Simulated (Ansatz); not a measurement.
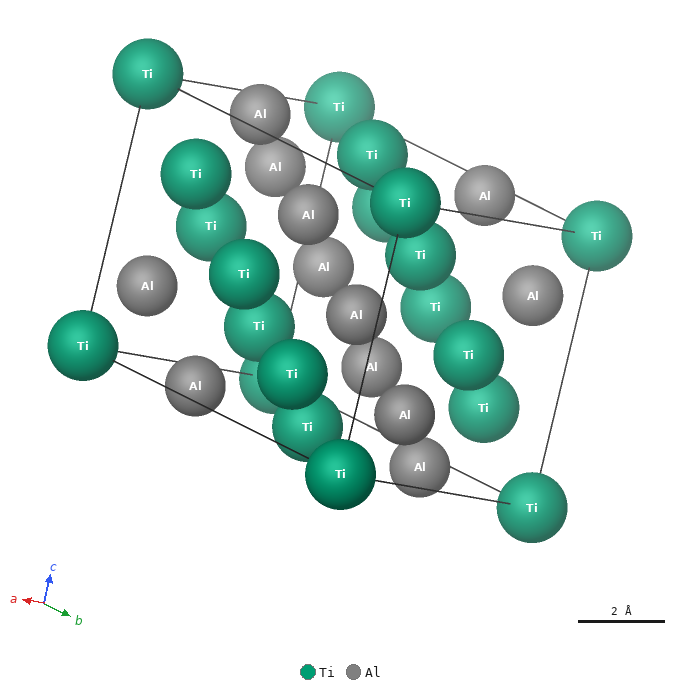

Fig. 1: The input geometry (spheres-only view of the cell of the calculation, seen at an oblique angle).

Molecular dynamics, with input and output: TiAl (part 1 of 3)

The run: molecular dynamics of TiAl (16 atoms in the cell). Method and program: DFT PBEsol, scalar-relativistic, plane waves, PAW, no spin polarisation (Ansatz 0.2.0).

The structure derives from an entry of the Crystallography Open Database. It belongs to a series of runs on one base structure; here: dynamics (NVT, Nosé–Hoover thermostat) at 1800 K, volume × 1.06.

### The program's output
```
Warning: md: disabling space-group detection — thermal motion breaks the input geometry's symmetry, so no spatial operation reduces the k-mesh or symmetrises the density; time reversal is kept, so that k and −k are solved as one point where they differ and the mesh holds both, and exact exchange and, on two spinor components, a DFT+U term hold to it where the run has them: on two components no moment then forms, and a state that bears one, which a typed moment (crystal.atoms[].spin; refused beside efield: under a hybrid functional) reaches, can lie lower, under hf by electronvolts; crystal.symmetry.detect: false (a key that needs symmetry detection or time reversal refuses this as the deck is read) with time_reversal: false beside it drops time reversal too
Warning: output.stress: scf.convergence.dr2_threshold = 1e-7 eV (the SCF's general default) is looser than the 1.6e-9 eV advised for a printed stress (1e-10 eV for each atom of the cell: 16). What an SCF threshold leaves in a stress goes as its square root, and in the free energy as the threshold itself, and one threshold admits the most on a small cell: of the crystals measured, under no hybrid functional and no lock of the moments, on runs that ended without the residual-converged pass, on stresses that held no estimate of that error, the worst erred by over 100 MPa in a component at 1e-7 eV an atom and by under 5 at 1e-10. Set scf.convergence.dr2_threshold to 1.6e-9 eV or tighter. The threshold is an SCF's pass mark: one that does not reach it within its budget of iterations ends unconverged, or closes short of it on a stop that the run arms, and scf.convergence.dr2_threshold's page says what that costs each kind of run
band count auto-derived: 79 (N_el = 120.0; filled up to band 60; 76 by the electrons, moments and atoms)
Engine: ansatz 0.2.0, aarch64-unknown-linux-gnu
Pseudopotentials: kind: paw
Pseudopotential: Ti, paw, valence charge 12, recommended cutoff 420 eV (normal), Ti.paw.azcp
Pseudopotential: Al, paw, valence charge 3, recommended cutoff 420 eV (normal), Al.paw.azcp
Functional definition: PBEsol
  exchange = pbesol_x
  correlation = pbesol_c
Crystal: 16 atoms, lattice volume = 277.100 Å³
Basis set: ecut = 420 eV, 5425 PW (Γ), exchange–correlation on 96×96×96 points (8 copies of the dense FFT grid, shifted against one another)
Bands: 79, of which v1, the nominal top of the filled ones, is band 60 counted from 1 (59 counted from 0)
Symmetry: 1 space group operations
k-points: 4 of 8 (time reversal used)
Non-local potential: Ti, projectors of the file, l = 0: 3, l = 1: 2, l = 2: 3, l = 3: 1
Non-local potential: Al, projectors of the file, l = 0: 2, l = 1: 2, l = 2: 1
PAW form: soft (Blöchl's): semilocal exchange-correlation on the pseudo side does not see the compensation charge
PAW frozen core: Ti, regenerated for the run's functional, and the local potential with it (the file was generated under x = pbe(κ = 0.804, μ = 0.2195149727645171), c = pbe(β = 0.06672455060314922))
PAW frozen core: Al, regenerated for the run's functional, and the local potential with it (the file was generated under x = pbe(κ = 0.804, μ = 0.2195149727645171), c = pbe(β = 0.06672455060314922))
PAW one-centre angular grid: Ti, 590 points (default); XC on 64 Gauss nodes
PAW one-centre angular grid: Al, 110 points (default); XC on 64 Gauss nodes
Initial density: superposition of atomic densities (neutral atoms: chi_scale 0, normalization atom), corrected by the library's trained network
Initial wavefunctions: pseudopotential atomic-orbital guess
Functional: x = pbesol(κ = 0.804, μ = 0.12345679012345678), c = pbesol(β = 0.046)
SCF iter   1: F=—  HF=-23993.925939 eV  |F-HF|=—  |Δ(HF+E_count)|=         —  Δρ=3.47e-3  dr2=1.61e-2  ethr=1.77e-3  ⟨swp⟩=6.0  Hψ=1218  notcnv=0
preconditioner: auto → Kerker (q_TF=auto, 2.373 Å⁻¹)  [metal: Δε(μ)=0.102 eV  Ē_g=3.900 eV  σ=0.155 eV  W_gap=0.16  n_scr=54 (ndim 8)  ℏωp=16.7 eV  f_vac=0.000  D(μ)=16.98/eV (n_scr^D=176)]
SCF iter   2: F=—  HF=-23993.921713 eV  |F-HF|=—  |Δ(HF+E_count)|=   4.23e-3  Δρ=1.60e-3  dr2=3.74e-3  ethr=1.34e-5  ⟨swp⟩=3.0  Hψ=684  notcnv=0
SCF iter   3: F=—  HF=-23993.921437 eV  |F-HF|=—  |Δ(HF+E_count)|=   2.76e-4  Δρ=4.29e-4  dr2=4.76e-4  ethr=3.12e-6  ⟨swp⟩=3.0  Hψ=583  notcnv=0
SCF iter   4: F=—  HF=-23993.921403 eV  |F-HF|=—  |Δ(HF+E_count)|=   3.41e-5  Δρ=4.89e-5  dr2=6.21e-6  ethr=3.97e-7  ⟨swp⟩=2.0  Hψ=411  notcnv=0
SCF iter   5: F=—  HF=-23993.921149 eV  |F-HF|=—  |Δ(HF+E_count)|=   2.54e-4  Δρ=1.51e-5  dr2=6.31e-7  ethr=5.17e-9  ⟨swp⟩=3.0  Hψ=654  notcnv=0
SCF iter   6: F=-23993.921149 eV  HF=-23993.921149 eV  |F-HF|=1.99e-8  |Δ(HF+E_count)|=   1.92e-7  Δρ=3.44e-6  dr2=3.70e-8  ethr=8.33e-11  ⟨swp⟩=4.0  Hψ=948  notcnv=0
SCF 1 converged in 6 iterations: F = -23993.921149 eV  dr2 = 3.70e-8
  greatest PAW one-centre occupation: 0.999 electrons in one spin orbital (limit 2), on the Ti atom at site 3 (counted from 0), in its partial waves of l = 0
md step     0: t =     0.00 fs  T =  1800.0 K  F+E_penalty+E_count = -23993.92114907 eV  E_kin = 3.490020 eV  conserved = -23990.43112909 eV  P_inst = -7.5335 GPa  (6 SCF iters)
Initial density: handed on by an earlier stage of this run
Initial wavefunctions: those handed on with the density
iter 1 solved again at ethr=7.71e-5 eV; its pass at ethr=3.10e-3 eV (dr2=9.26e-2 eV) is discarded
SCF iter   1: F=—  HF=-23993.915258 eV  |F-HF|=—  |Δ(HF+E_count)|=         —  Δρ=3.24e-3  dr2=9.34e-2  ethr=7.71e-5  ⟨swp⟩=1.2  Hψ=1645  notcnv=0
preconditioner: auto → Kerker (q_TF=auto, 2.373 Å⁻¹)  [metal: Δε(μ)=0.009 eV  Ē_g=3.885 eV  σ=0.155 eV  W_gap=0.01  n_scr=54 (ndim 8)  ℏωp=16.7 eV  f_vac=0.000  D(μ)=16.97/eV (n_scr^D=176)]
SCF iter   2: F=—  HF=-23993.909501 eV  |F-HF|=—  |Δ(HF+E_count)|=   5.76e-3  Δρ=1.48e-3  dr2=2.14e-2  ethr=7.71e-5  ⟨swp⟩=1.0  Hψ=316  notcnv=0
SCF iter   3: F=—  HF=-23993.907145 eV  |F-HF|=—  |Δ(HF+E_count)|=   2.36e-3  Δρ=2.44e-4  dr2=4.33e-4  ethr=1.79e-5  ⟨swp⟩=1.5  Hψ=327  notcnv=0
SCF iter   4: F=—  HF=-23993.907099 eV  |F-HF|=—  |Δ(HF+E_count)|=   4.67e-5  Δρ=4.83e-5  dr2=6.70e-6  ethr=3.61e-7  ⟨swp⟩=2.2  Hψ=439  notcnv=0
SCF iter   5: F=—  HF=-23993.906920 eV  |F-HF|=—  |Δ(HF+E_count)|=   1.79e-4  Δρ=1.44e-5  dr2=6.08e-7  ethr=5.58e-9  ⟨swp⟩=3.5  Hψ=659  notcnv=0
SCF iter   6: F=-23993.906920 eV  HF=-23993.906920 eV  |F-HF|=6.08e-8  |Δ(HF+E_count)|=   1.12e-7  Δρ=4.92e-6  dr2=7.29e-8  ethr=8.33e-11  ⟨swp⟩=4.8  Hψ=963  notcnv=0
SCF 2 converged in 6 iterations: F = -23993.906920 eV  dr2 = 7.29e-8
  greatest PAW one-centre occupation: 0.999 electrons in one spin orbital (limit 2), on the Ti atom at site 6 (counted from 0), in its partial waves of l = 0
md step     1: t =     1.50 fs  T =  1792.6 K  F+E_penalty+E_count = -23993.90691957 eV  E_kin = 3.475768 eV  conserved = -23990.43115282 eV  P_inst = -7.5170 GPa  (6 SCF iters)
[... from here on the SCF iterations and repeated set-up lines of each step are left out, up to the last step ...]
SCF 3 converged in 7 iterations: F = -23993.864136 eV  dr2 = 5.04e-9
md step     2: t =     3.00 fs  T =  1770.6 K  F+E_penalty+E_count = -23993.86413579 eV  E_kin = 3.432989 eV  conserved = -23990.43115596 eV  P_inst = -7.4675 GPa  (7 SCF iters)
SCF 4 converged in 7 iterations: F = -23993.792958 eV  dr2 = 5.10e-9
md step     3: t =     4.50 fs  T =  1733.9 K  F+E_penalty+E_count = -23993.79295808 eV  E_kin = 3.361867 eV  conserved = -23990.43113544 eV  P_inst = -7.3856 GPa  (7 SCF iters)
SCF 5 converged in 7 iterations: F = -23993.694000 eV  dr2 = 5.02e-9
md step     4: t =     6.00 fs  T =  1682.9 K  F+E_penalty+E_count = -23993.69400033 eV  E_kin = 3.263051 eV  conserved = -23990.43108407 eV  P_inst = -7.2724 GPa  (7 SCF iters)
SCF 6 converged in 4 iterations: F = -23993.568399 eV  dr2 = 7.93e-9
md step     5: t =     7.50 fs  T =  1618.3 K  F+E_penalty+E_count = -23993.56839897 eV  E_kin = 3.137719 eV  conserved = -23990.43099671 eV  P_inst = -7.1298 GPa  (4 SCF iters)
SCF 7 converged in 3 iterations: F = -23993.417886 eV  dr2 = 4.69e-9
md step     6: t =     9.00 fs  T =  1540.9 K  F+E_penalty+E_count = -23993.41788587 eV  E_kin = 2.987648 eV  conserved = -23990.43086900 eV  P_inst = -6.9605 GPa  (3 SCF iters)
SCF 8 converged in 3 iterations: F = -23993.244856 eV  dr2 = 2.47e-9
md step     7: t =    10.50 fs  T =  1452.0 K  F+E_penalty+E_count = -23993.24485616 eV  E_kin = 2.815277 eV  conserved = -23990.43069683 eV  P_inst = -6.7678 GPa  (3 SCF iters)
SCF 9 converged in 2 iterations: F = -23993.052420 eV  dr2 = 4.39e-8
md step     8: t =    12.00 fs  T =  1353.2 K  F+E_penalty+E_count = -23993.05241976 eV  E_kin = 2.623755 eV  conserved = -23990.43047621 eV  P_inst = -6.5558 GPa  (2 SCF iters)
SCF 10 converged in 3 iterations: F = -23992.844425 eV  dr2 = 2.52e-8
md step     9: t =    13.50 fs  T =  1246.6 K  F+E_penalty+E_count = -23992.84442478 eV  E_kin = 2.416955 eV  conserved = -23990.43020645 eV  P_inst = -6.3294 GPa  (3 SCF iters)
SCF 11 converged in 7 iterations: F = -23992.625440 eV  dr2 = 4.02e-9
md step    10: t =    15.00 fs  T =  1134.4 K  F+E_penalty+E_count = -23992.62543985 eV  E_kin = 2.199452 eV  conserved = -23990.42989270 eV  P_inst = -6.0940 GPa  (7 SCF iters)
SCF 12 converged in 3 iterations: F = -23992.400684 eV  dr2 = 2.06e-8
md step    11: t =    16.50 fs  T =  1019.4 K  F+E_penalty+E_count = -23992.40068388 eV  E_kin = 1.976450 eV  conserved = -23990.42954394 eV  P_inst = -5.8555 GPa  (3 SCF iters)
SCF 13 converged in 2 iterations: F = -23992.175894 eV  dr2 = 8.41e-8
md step    12: t =    18.00 fs  T =   904.5 K  F+E_penalty+E_count = -23992.17589373 eV  E_kin = 1.753655 eV  conserved = -23990.42917101 eV  P_inst = -5.6201 GPa  (2 SCF iters)
SCF 14 converged in 3 iterations: F = -23991.957128 eV  dr2 = 5.90e-9
md step    13: t =    19.50 fs  T =   792.8 K  F+E_penalty+E_count = -23991.95712765 eV  E_kin = 1.537072 eV  conserved = -23990.42879031 eV  P_inst = -5.3940 GPa  (3 SCF iters)
SCF 15 converged in 2 iterations: F = -23991.750509 eV  dr2 = 4.48e-8
md step    14: t =    21.00 fs  T =   687.4 K  F+E_penalty+E_count = -23991.75050912 eV  E_kin = 1.332758 eV  conserved = -23990.42842180 eV  P_inst = -5.1833 GPa  (2 SCF iters)
SCF 16 converged in 3 iterations: F = -23991.561925 eV  dr2 = 5.92e-9
md step    15: t =    22.50 fs  T =   591.3 K  F+E_penalty+E_count = -23991.56192484 eV  E_kin = 1.146531 eV  conserved = -23990.42808706 eV  P_inst = -4.9936 GPa  (3 SCF iters)
SCF 17 converged in 2 iterations: F = -23991.396700 eV  dr2 = 2.61e-8
md step    16: t =    24.00 fs  T =   507.3 K  F+E_penalty+E_count = -23991.39670012 eV  E_kin = 0.983652 eV  conserved = -23990.42780652 eV  P_inst = -4.8300 GPa  (2 SCF iters)
SCF 18 converged in 3 iterations: F = -23991.259281 eV  dr2 = 4.95e-9
md step    17: t =    25.50 fs  T =   437.6 K  F+E_penalty+E_count = -23991.25928140 eV  E_kin = 0.848519 eV  conserved = -23990.42759866 eV  P_inst = -4.6962 GPa  (3 SCF iters)
SCF 19 converged in 2 iterations: F = -23991.152961 eV  dr2 = 1.37e-8
md step    18: t =    27.00 fs  T =   383.9 K  F+E_penalty+E_count = -23991.15296146 eV  E_kin = 0.744406 eV  conserved = -23990.42747745 eV  P_inst = -4.5954 GPa  (2 SCF iters)
SCF 20 converged in 2 iterations: F = -23991.079675 eV  dr2 = 9.36e-8
md step    19: t =    28.50 fs  T =   347.2 K  F+E_penalty+E_count = -23991.07967536 eV  E_kin = 0.673263 eV  conserved = -23990.42744951 eV  P_inst = -4.5289 GPa  (2 SCF iters)
SCF 21 converged in 6 iterations: F = -23991.039894 eV  dr2 = 9.93e-9
md step    20: t =    30.00 fs  T =   327.8 K  F+E_penalty+E_count = -23991.03989409 eV  E_kin = 0.635617 eV  conserved = -23990.42751446 eV  P_inst = -4.4972 GPa  (6 SCF iters)
SCF 22 converged in 3 iterations: F = -23991.032626 eV  dr2 = 7.18e-9
md step    21: t =    31.50 fs  T =   325.2 K  F+E_penalty+E_count = -23991.03262604 eV  E_kin = 0.630570 eV  conserved = -23990.42766405 eV  P_inst = -4.4991 GPa  (3 SCF iters)
SCF 23 converged in 3 iterations: F = -23991.055528 eV  dr2 = 3.57e-9
md step    22: t =    33.00 fs  T =   338.3 K  F+E_penalty+E_count = -23991.05552758 eV  E_kin = 0.655909 eV  conserved = -23990.42788537 eV  P_inst = -4.5325 GPa  (3 SCF iters)
SCF 24 converged in 2 iterations: F = -23991.105105 eV  dr2 = 6.92e-8
md step    23: t =    34.50 fs  T =   365.3 K  F+E_penalty+E_count = -23991.10510473 eV  E_kin = 0.708291 eV  conserved = -23990.42816196 eV  P_inst = -4.5938 GPa  (2 SCF iters)
SCF 25 converged in 3 iterations: F = -23991.176983 eV  dr2 = 7.26e-9
md step    24: t =    36.00 fs  T =   404.1 K  F+E_penalty+E_count = -23991.17698322 eV  E_kin = 0.783513 eV  conserved = -23990.42847123 eV  P_inst = -4.6788 GPa  (3 SCF iters)
SCF 26 converged in 2 iterations: F = -23991.266217 eV  dr2 = 4.50e-8
md step    25: t =    37.50 fs  T =   452.2 K  F+E_penalty+E_count = -23991.26621695 eV  E_kin = 0.876799 eV  conserved = -23990.42879203 eV  P_inst = -4.7826 GPa  (2 SCF iters)
SCF 27 converged in 3 iterations: F = -23991.367600 eV  dr2 = 4.54e-9
md step    26: t =    39.00 fs  T =   507.0 K  F+E_penalty+E_count = -23991.36759984 eV  E_kin = 0.983101 eV  conserved = -23990.42910613 eV  P_inst = -4.9001 GPa  (3 SCF iters)
SCF 28 converged in 2 iterations: F = -23991.475960 eV  dr2 = 1.76e-8
md step    27: t =    40.50 fs  T =   566.0 K  F+E_penalty+E_count = -23991.47595958 eV  E_kin = 1.097384 eV  conserved = -23990.42939754 eV  P_inst = -5.0257 GPa  (2 SCF iters)
SCF 29 converged in 2 iterations: F = -23991.586409 eV  dr2 = 7.08e-8
md step    28: t =    42.00 fs  T =   626.6 K  F+E_penalty+E_count = -23991.58640863 eV  E_kin = 1.214866 eV  conserved = -23990.42965514 eV  P_inst = -5.1543 GPa  (2 SCF iters)
SCF 30 converged in 3 iterations: F = -23991.694544 eV  dr2 = 6.18e-9
md step    29: t =    43.50 fs  T =   686.6 K  F+E_penalty+E_count = -23991.69454361 eV  E_kin = 1.331219 eV  conserved = -23990.42986840 eV  P_inst = -5.2808 GPa  (3 SCF iters)
SCF 31 converged in 6 iterations: F = -23991.796586 eV  dr2 = 5.91e-8
md step    30: t =    45.00 fs  T =   744.1 K  F+E_penalty+E_count = -23991.79658644 eV  E_kin = 1.442704 eV  conserved = -23990.43002959 eV  P_inst = -5.4009 GPa  (6 SCF iters)
SCF 32 converged in 3 iterations: F = -23991.889470 eV  dr2 = 1.71e-8
md step    31: t =    46.50 fs  T =   797.5 K  F+E_penalty+E_count = -23991.88947050 eV  E_kin = 1.546254 eV  conserved = -23990.43013995 eV  P_inst = -5.5109 GPa  (3 SCF iters)
SCF 33 converged in 3 iterations: F = -23991.970877 eV  dr2 = 8.36e-9
md step    32: t =    48.00 fs  T =   845.6 K  F+E_penalty+E_count = -23991.97087678 eV  E_kin = 1.639514 eV  conserved = -23990.43020412 eV  P_inst = -5.6078 GPa  (3 SCF iters)
SCF 34 converged in 2 iterations: F = -23992.039230 eV  dr2 = 5.31e-8
md step    33: t =    49.50 fs  T =   887.5 K  F+E_penalty+E_count = -23992.03923013 eV  E_kin = 1.720851 eV  conserved = -23990.43022466 eV  P_inst = -5.6892 GPa  (2 SCF iters)
SCF 35 converged in 3 iterations: F = -23992.093663 eV  dr2 = 6.07e-9
md step    34: t =    51.00 fs  T =   922.9 K  F+E_penalty+E_count = -23992.09366289 eV  E_kin = 1.789315 eV  conserved = -23990.43020467 eV  P_inst = -5.7538 GPa  (3 SCF iters)
SCF 36 converged in 2 iterations: F = -23992.133955 eV  dr2 = 6.82e-8
md step    35: t =    52.50 fs  T =   951.4 K  F+E_penalty+E_count = -23992.13395464 eV  E_kin = 1.844589 eV  conserved = -23990.43014996 eV  P_inst = -5.8008 GPa  (2 SCF iters)
SCF 37 converged in 3 iterations: F = -23992.160457 eV  dr2 = 1.29e-8
md step    36: t =    54.00 fs  T =   973.2 K  F+E_penalty+E_count = -23992.16045690 eV  E_kin = 1.886914 eV  conserved = -23990.43006666 eV  P_inst = -5.8303 GPa  (3 SCF iters)
SCF 38 converged in 2 iterations: F = -23992.174007 eV  dr2 = 1.99e-8
md step    37: t =    55.50 fs  T =   988.7 K  F+E_penalty+E_count = -23992.17400692 eV  E_kin = 1.917018 eV  conserved = -23990.42995887 eV  P_inst = -5.8428 GPa  (2 SCF iters)
SCF 39 converged in 2 iterations: F = -23992.175837 eV  dr2 = 5.77e-8
```
